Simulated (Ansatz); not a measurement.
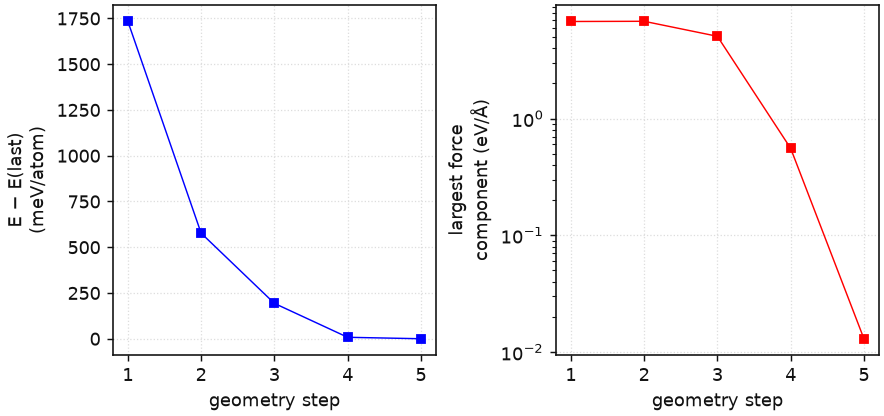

History of a geometry optimisation. Only the atoms move.

CO2 (P4_12_12, 12 atoms in the cell); DFT, PBE, plane-wave PAW, default files, scalar-relativistic in Ansatz 0.2.0; cutoff 420 eV, 5×5×4 k-mesh, Fermi–Dirac smearing of 0.02 eV.

### How did it end, and what did it gain?

The optimisation met its thresholds at geometry 5, counting the start as the first. The energy fell by about 1700 meV/atom from the first step to the last. The largest force component goes from about 6.8 eV/Å at the start to 0.013 eV/Å at the end.
